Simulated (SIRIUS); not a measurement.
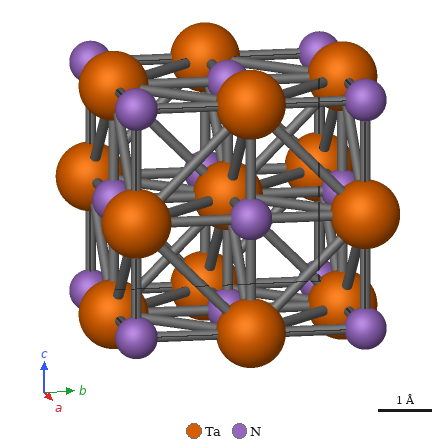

TaN, rock salt (NaCl type), space group Fm-3m (No. 225), a = 4.423 Å, b = 4.423 Å, c = 4.423 Å, α = 90.00°, β = 90.00°, γ = 90.00°. A ball-and-stick rendering, viewed slightly off an axis. One conventional unit cell is framed, with atoms on its boundary repeated. This one geometry was run with nine functionals. The cell is a structure listed in the Materials Project. It needn't be the stable form of this composition.

Alike in all runs: SIRIUS 7.12.0; potentials PseudoDojo 0.4.1 PBE standard (scalar relativistic); cutoff 1152 eV; k mesh 10 × 10 × 10 on the run's cell of 2 atoms; occupations fermi-dirac, width 0.05 eV; no spin polarisation; no spin-orbit coupling. All runs are metallic.

```tsv
level	pressure (GPa)
revPBE	1.1
xPBE	1.4
AM05	-11.5
PW91	-1.3
PBE	-1.6
LDA	-14.8
PBEsol	-10.0
BLYP	?
RPBE	2.2
```

Q: What does BLYP give?

A: Pressure 10.1 GPa. That is the highest pressure of all.

Q: Order the levels by the equilibrium volume that these pressures point to, smallest first.

A: LDA (-14.8 GPa), AM05 (-11.5 GPa), PBEsol (-10.0 GPa), PBE (-1.6 GPa), PW91 (-1.3 GPa), revPBE (1.1 GPa), xPBE (1.4 GPa), RPBE (2.2 GPa), BLYP (10.1 GPa). A higher pressure at one volume points to a larger equilibrium volume, as long as the bulk moduli are alike; rows a few tenths of a GPa apart can't be told apart.

Caveat: rows whose functional differs from that of their potentials carry a shift in pressure and volume, which can reorder them; spin-orbit coupling is left out, which matters for Ta, if less for volumes and forces than for levels.
